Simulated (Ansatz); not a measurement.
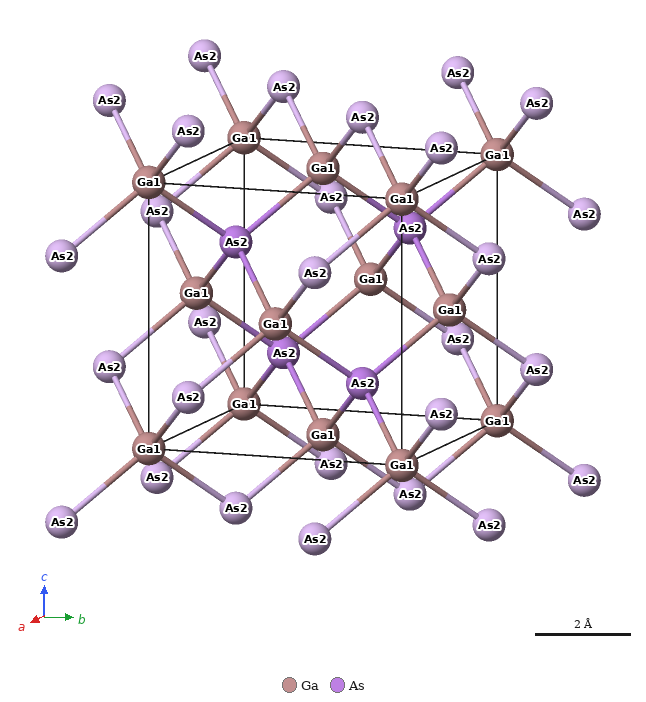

Figure 1. The starting structure (ball-and-stick view of the cell 4 times as large as that of the calculation, set on its symmetry axes, seen slightly off an axis; neighbours outside the cell are drawn fainter; atoms are numbered from 1 in the order of the input).

**Geometry relaxation of GaAs (part 1 of 2)**

GaAs (F-43m, 2 atoms in the cell), computed with DFT LDA, scalar-relativistic, plane waves, PAW, no spin polarisation (Ansatz 0.2.0).

The structure derives from a Materials Project entry. Figures and captions count atoms from 1; the log counts them from 0 in places.

### Output
```
Engine: ansatz 0.2.0, x86_64-unknown-linux-gnu
Pseudopotentials: kind: paw
Pseudopotential: Ga, paw, valence charge 13, recommended cutoff 420 eV (normal), Ga.paw.azcp
Pseudopotential: As, paw, valence charge 15, recommended cutoff 420 eV (normal), As.paw.azcp
Functional definition: SPW92
  exchange = slater_x
  correlation = pw_c
Crystal: 2 atoms, lattice volume = 47.532 Å³
Basis set: ecut = 420 eV, 941 PW (Γ)
Bands: 18, of which v1, the nominal top of the filled ones, is band 14 counted from 1 (13 counted from 0)
Symmetry: 24 space group operations
Space group: F-43m (ITA 216), of the structure as read, at distance tolerance 3.6e-5 Å
k-points: 72 of 1728 (time reversal used)
Non-local potential: Ga, projectors of the file, l = 0: 2, l = 1: 2, l = 2: 3, l = 3: 1
Non-local potential: As, projectors of the file, l = 0: 2, l = 1: 2, l = 2: 3, l = 3: 1
PAW form: soft (Blöchl's): semilocal exchange-correlation on the pseudo side does not see the compensation charge
PAW frozen core: Ga, regenerated for the run's functional, and the local potential with it (the file was generated under x = pbe(κ = 0.804, μ = 0.2195149727645171), c = pbe(β = 0.06672455060314922))
PAW frozen core: As, regenerated for the run's functional, and the local potential with it (the file was generated under x = pbe(κ = 0.804, μ = 0.2195149727645171), c = pbe(β = 0.06672455060314922))
PAW one-centre angular grid: Ga, 590 points (default); XC on 64 Gauss nodes
PAW one-centre angular grid: As, 590 points (default); XC on 64 Gauss nodes
Initial density: superposition of atomic densities (neutral atoms: chi_scale 0, normalization atom), corrected by the library's trained network
Initial wavefunctions: pseudopotential atomic-orbital guess
Functional: x = slater, c = lda
SCF iter   1: F=—  HF=-8481.243874 eV  |F-HF|=—  |Δ(HF+E_count)|=         —  Δρ=5.30e-3  dr2=9.72e-3  ethr=1.77e-3  ⟨swp⟩=5.3  Hψ=6030  notcnv=0
preconditioner: auto → none  [insulator: Δε(μ)=0.676 eV  Ē_g=15.226 eV  σ=0.100 eV  W_gap=0.77  n_scr=14 (ndim 8)  ℏωp=22.9 eV  f_vac=0.105  D(μ)=0.03/eV (n_scr^D=0)  ε∞_Penn≈3.3]
SCF iter   2: F=—  HF=-8481.240561 eV  |F-HF|=—  |Δ(HF+E_count)|=   3.31e-3  Δρ=2.58e-3  dr2=1.31e-3  ethr=3.47e-5  ⟨swp⟩=2.2  Hψ=2557  notcnv=0
SCF iter   3: F=—  HF=-8481.240444 eV  |F-HF|=—  |Δ(HF+E_count)|=   1.17e-4  Δρ=8.04e-4  dr2=2.37e-4  ethr=4.69e-6  ⟨swp⟩=2.0  Hψ=1930  notcnv=0
SCF iter   4: F=—  HF=-8481.240372 eV  |F-HF|=—  |Δ(HF+E_count)|=   7.25e-5  Δρ=2.70e-4  dr2=1.53e-5  ethr=8.46e-7  ⟨swp⟩=2.0  Hψ=1943  notcnv=0
SCF iter   5: F=—  HF=-8481.240371 eV  |F-HF|=—  |Δ(HF+E_count)|=   1.07e-6  Δρ=2.01e-5  dr2=1.04e-7  ethr=5.46e-8  ⟨swp⟩=2.0  Hψ=1798  notcnv=0
SCF iter   6: F=-8481.240371 eV  HF=-8481.240371 eV  |F-HF|=2.54e-8  |Δ(HF+E_count)|=   4.09e-9  Δρ=7.24e-6  dr2=1.32e-8  ethr=3.57e-10  ⟨swp⟩=8.6  Hψ=9342  notcnv=0
SCF 1 converged in 6 iterations: F = -8481.240371 eV  dr2 = 1.32e-8
  greatest PAW one-centre occupation: 0.999 electrons in one spin orbital (limit 2), on the As atom at site 1 (counted from 0), in its partial waves of l = 2
relax step   1: F+E_penalty+E_count = -8481.24037065 eV  Δ(F+E_penalty+E_count) = +0.000e0 eV  max|allowed force component| = 1.018e-16 eV/Å  Δτ_max = 0.0000 Å  P = -4.782 GPa  Ω = 47.532 Å³  (6 SCF iters, dr2 threshold 1.00e-7 eV, accepted)
Crystal: 2 atoms, lattice volume = 44.449 Å³
Basis set: ecut = 420 eV, 893 PW (Γ)
Initial density: handed on by an earlier stage of this run
Initial wavefunctions: those handed on with the density
iter 1 solved again at ethr=1.61e-5 eV; its pass at ethr=3.10e-3 eV (dr2=4.51e-3 eV) is discarded
SCF iter   1: F=—  HF=-8481.298342 eV  |F-HF|=—  |Δ(HF+E_count)|=         —  Δρ=2.81e-3  dr2=4.53e-3  ethr=1.61e-5  ⟨swp⟩=1.0  Hψ=7281  notcnv=0
preconditioner: auto → none  [insulator: Δε(μ)=0.412 eV  Ē_g=15.558 eV  σ=0.100 eV  W_gap=1.00  n_scr=14 (ndim 8)  ℏωp=23.6 eV  f_vac=0.053  D(μ)=0.00/eV (n_scr^D=0)  ε∞_Penn≈3.3]
SCF iter   2: F=—  HF=-8481.297072 eV  |F-HF|=—  |Δ(HF+E_count)|=   1.27e-3  Δρ=1.21e-3  dr2=6.31e-4  ethr=1.61e-5  ⟨swp⟩=2.0  Hψ=1487  notcnv=0
SCF iter   3: F=—  HF=-8481.296945 eV  |F-HF|=—  |Δ(HF+E_count)|=   1.28e-4  Δρ=2.55e-4  dr2=3.83e-5  ethr=2.25e-6  ⟨swp⟩=2.8  Hψ=2293  notcnv=0
SCF iter   4: F=—  HF=-8481.296923 eV  |F-HF|=—  |Δ(HF+E_count)|=   2.12e-5  Δρ=9.30e-5  dr2=1.77e-6  ethr=1.37e-7  ⟨swp⟩=2.0  Hψ=2304  notcnv=0
SCF iter   5: F=—  HF=-8481.296923 eV  |F-HF|=—  |Δ(HF+E_count)|=   1.04e-7  Δρ=2.79e-5  dr2=2.58e-7  ethr=7.14e-10  ⟨swp⟩=9.4  Hψ=10985  notcnv=0
SCF iter   6: F=-8481.296923 eV  HF=-8481.296923 eV  |F-HF|=4.62e-10  |Δ(HF+E_count)|=   1.68e-7  Δρ=5.28e-6  dr2=5.80e-9  ethr=7.14e-10  ⟨swp⟩=8.7  Hψ=8860  notcnv=0
SCF 2 converged in 6 iterations: F = -8481.296923 eV  dr2 = 5.80e-9
  Residual-converged pass: ⟨swp⟩=1.0  Hψ=1588  notcnv=0  max |occ|·‖R‖ = 7.0e-9 eV (tolerance 1.0e-8 eV)  dr2=5.80e-9  dr2_onsite=4.80e-9  max |Δocc| = 1.5e-11
relax step   2: F+E_penalty+E_count = -8481.29692325 eV  Δ(F+E_penalty+E_count) = -5.655e-2 eV  max|allowed force component| = 3.412e-17 eV/Å  Δτ_max = 0.0000 Å  P = -0.765 GPa  Ω = 44.449 Å³  energy of the carried Pulay correction = +5.232e-4 eV  (6 SCF iters, dr2 threshold 2.00e-7 eV, accepted)
Crystal: 2 atoms, lattice volume = 43.906 Å³
Basis set: ecut = 420 eV, 869 PW (Γ)
iter 1 solved again at ethr=5.95e-7 eV; its pass at ethr=3.10e-3 eV (dr2=1.66e-4 eV) is discarded
SCF iter   1: F=—  HF=-8481.298166 eV  |F-HF|=—  |Δ(HF+E_count)|=         —  Δρ=5.32e-4  dr2=1.63e-4  ethr=5.95e-7  ⟨swp⟩=2.0  Hψ=7231  notcnv=0
preconditioner: auto → none  [insulator: Δε(μ)=0.500 eV  Ē_g=15.604 eV  σ=0.100 eV  W_gap=1.00  n_scr=14 (ndim 8)  ℏωp=23.8 eV  f_vac=0.064  D(μ)=0.00/eV (n_scr^D=0)  ε∞_Penn≈3.3]
SCF iter   2: F=—  HF=-8481.298120 eV  |F-HF|=—  |Δ(HF+E_count)|=   4.52e-5  Δρ=2.31e-4  dr2=2.29e-5  ethr=5.83e-7  ⟨swp⟩=2.0  Hψ=1501  notcnv=0
SCF iter   3: F=—  HF=-8481.298116 eV  |F-HF|=—  |Δ(HF+E_count)|=   4.52e-6  Δρ=4.83e-5  dr2=1.39e-6  ethr=8.19e-8  ⟨swp⟩=2.5  Hψ=2348  notcnv=0
SCF iter   4: F=-8481.298115 eV  HF=-8481.298115 eV  |F-HF|=2.17e-8  |Δ(HF+E_count)|=   6.76e-7  Δρ=1.78e-5  dr2=6.44e-8  ethr=7.14e-10  ⟨swp⟩=9.3  Hψ=11391  notcnv=0
SCF 3 converged in 4 iterations: F = -8481.298115 eV  dr2 = 6.44e-8
relax step   3: F+E_penalty+E_count = -8481.29811520 eV  Δ(F+E_penalty+E_count) = -1.192e-3 eV  max|allowed force component| = 1.973e-17 eV/Å  Δτ_max = 0.0000 Å  P = +0.129 GPa  Ω = 43.906 Å³  energy of the carried Pulay correction = +6.189e-4 eV  (4 SCF iters, dr2 threshold 2.00e-7 eV, accepted)
Crystal: 2 atoms, lattice volume = 43.984 Å³
iter 1 solved again at ethr=1.27e-8 eV; its pass at ethr=3.10e-3 eV (dr2=3.57e-6 eV) is discarded
SCF iter   1: F=—  HF=-8481.298133 eV  |F-HF|=—  |Δ(HF+E_count)|=         —  Δρ=7.58e-5  dr2=3.41e-6  ethr=1.27e-8  ⟨swp⟩=2.0  Hψ=7049  notcnv=0
preconditioner: auto → none  [insulator: Δε(μ)=0.486 eV  Ē_g=15.593 eV  σ=0.100 eV  W_gap=1.00  n_scr=14 (ndim 8)  ℏωp=23.8 eV  f_vac=0.066  D(μ)=0.00/eV (n_scr^D=0)  ε∞_Penn≈3.3]
SCF iter   2: F=—  HF=-8481.298132 eV  |F-HF|=—  |Δ(HF+E_count)|=   1.10e-6  Δρ=3.00e-5  dr2=4.23e-7  ethr=1.22e-8  ⟨swp⟩=2.0  Hψ=1559  notcnv=0
SCF iter   3: F=-8481.298132 eV  HF=-8481.298132 eV  |F-HF|=4.96e-8  |Δ(HF+E_count)|=   1.19e-7  Δρ=7.72e-6  dr2=3.96e-8  ethr=1.48e-10  ⟨swp⟩=5.9  Hψ=7947  notcnv=0
SCF 4 converged in 3 iterations: F = -8481.298132 eV  dr2 = 3.96e-8
relax step   4: F+E_penalty+E_count = -8481.29813170 eV  Δ(F+E_penalty+E_count) = -1.650e-5 eV  max|allowed force component| = 1.999e-17 eV/Å  Δτ_max = 0.0000 Å  P = -0.003 GPa  Ω = 43.984 Å³  energy of the carried Pulay correction = +6.052e-4 eV  (3 SCF iters, dr2 threshold 4.14e-8 eV, accepted)
Initial wavefunctions: pseudopotential atomic-orbital guess (no wavefunctions were taken with the density)
iter 1 solved again at ethr=2.70e-7 eV; its pass at ethr=3.10e-3 eV (dr2=7.56e-5 eV) is discarded
SCF iter   1: F=—  HF=-8481.297560 eV  |F-HF|=—  |Δ(HF+E_count)|=         —  Δρ=6.01e-5  dr2=5.04e-7  ethr=2.70e-7  ⟨swp⟩=2.2  Hψ=8875  notcnv=0
preconditioner: auto → none  [insulator: Δε(μ)=0.486 eV  Ē_g=15.593 eV  σ=0.100 eV  W_gap=1.00  n_scr=14 (ndim 8)  ℏωp=23.8 eV  f_vac=0.068  D(μ)=0.00/eV (n_scr^D=0)  ε∞_Penn≈3.3]
SCF iter   2: F=—  HF=-8481.297563 eV  |F-HF|=—  |Δ(HF+E_count)|=   2.81e-6  Δρ=5.05e-5  dr2=4.69e-7  ethr=1.80e-9  ⟨swp⟩=2.0  Hψ=2302  notcnv=0
SCF iter   3: F=—  HF=-8481.297563 eV  |F-HF|=—  |Δ(HF+E_count)|=   1.65e-8  Δρ=9.30e-6  dr2=2.26e-8  ethr=1.67e-9  ⟨swp⟩=2.0  Hψ=1828  notcnv=0
SCF iter   4: F=—  HF=-8481.297563 eV  |F-HF|=—  |Δ(HF+E_count)|=   3.94e-8  Δρ=3.42e-6  dr2=3.01e-9  ethr=8.07e-11  ⟨swp⟩=2.0  Hψ=1953  notcnv=0
SCF iter   5: F=—  HF=-8481.297563 eV  |F-HF|=—  |Δ(HF+E_count)|=  7.55e-10  Δρ=8.65e-7  dr2=1.38e-10  ethr=1.07e-11  ⟨swp⟩=2.0  Hψ=2302  notcnv=0
SCF iter   6: F=-8481.297563 eV  HF=-8481.297563 eV  |F-HF|=1.82e-12  |Δ(HF+E_count)|=  7.28e-12  Δρ=1.65e-7  dr2=4.09e-12  ethr=1.00e-12  ⟨swp⟩=5.1  Hψ=5612  notcnv=0
SCF 5 converged in 6 iterations: F = -8481.297563 eV  dr2 = 4.09e-12
relax step   5: F+E_penalty+E_count = -8481.29756328 eV  Δ(F+E_penalty+E_count) = +5.684e-4 eV  max|allowed force component| = 3.759e-17 eV/Å  Δτ_max = 0.0000 Å  P = -0.006 GPa  Ω = 43.984 Å³  stress off target by 5.66e-3 GPa  SCF on the basis re-selected at this cell (its energy is not comparable with the rows above)  (6 SCF iters)
```

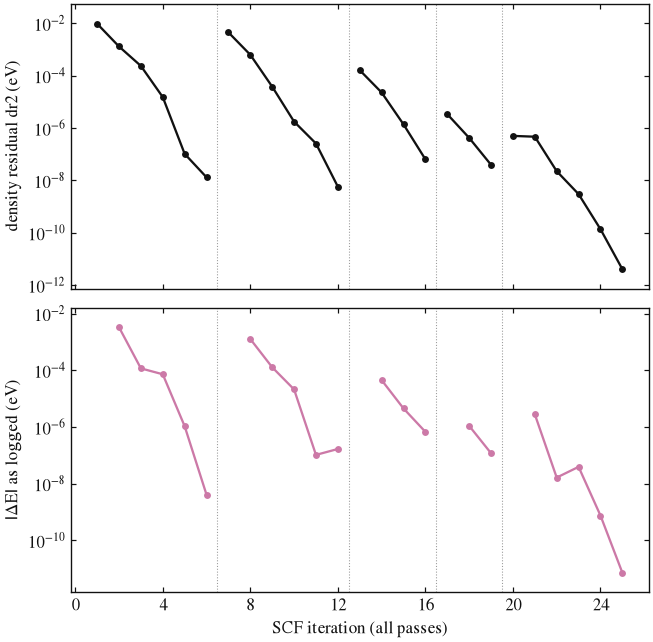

Figure 2. Convergence of the self-consistent field: density residual dr2 and size of the energy change against the SCF iteration. The dotted lines part the SCF passes of the relaxation: geometry steps, rejected trials and re-solves on a re-selected basis. The 5 passes take 3 to 6 iterations each, 25 in all.

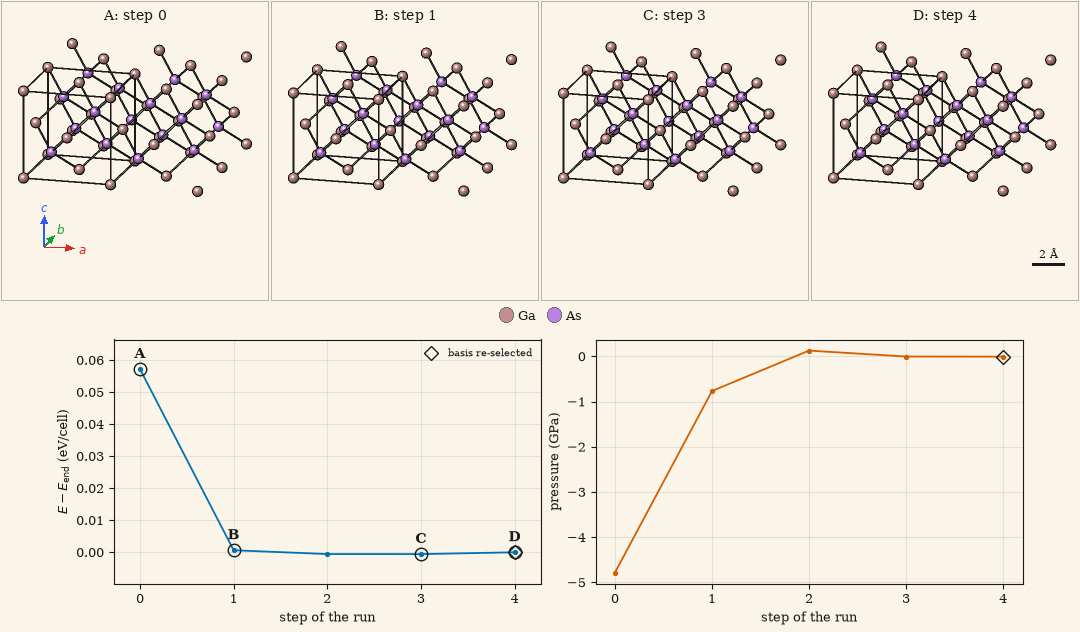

Figure 3. Frames of the relaxation (ball-and-stick view of the cell 4 times as large as that of the calculation, set on its symmetry axes, repeated 2 × 2 × 1, seen slightly off an axis) above the curves, on which the letters mark them (the first geometry is step 0 here and step 1 in the log).
